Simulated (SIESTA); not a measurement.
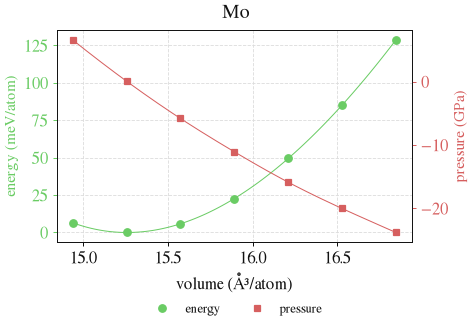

Plotted: energy and pressure against volume for Mo, space group Im-3m (No. 229).

Cell as given: a = 2.743 Å, b = 2.743 Å, c = 2.743 Å, α = 109.47°, β = 109.47°, γ = 109.47°; 1 atom.

Method: DFT in numerical atomic orbitals with pseudopotentials, no spin polarisation; energies at scaled volumes of the given cell, shape and fractions fixed, counted from the fit's minimum, third-order Birch-Murnaghan fit (SIESTA 5.4.2). Level: LDA.

- k mesh: 12×12×12
- occupations: Fermi–Dirac
- smearing width: 0.05 eV
- potentials: PseudoDojo 0.4 standard, converted to PSML, two zetas on semicore shells
- program settings: basis DZP, mesh cutoff 800 Ry

The numbers behind the figure:

```tsv
volume (Å³/atom)	energy (meV/atom)	pressure (GPa)
14.94	6	6.60
15.26	0	0.08
15.57	6	-5.80
15.89	23	-11.06
16.21	49	-15.86
16.53	85	-20.01
16.85	129	-23.80
```

Limits of the calculation: mulliken charges of long orbitals.
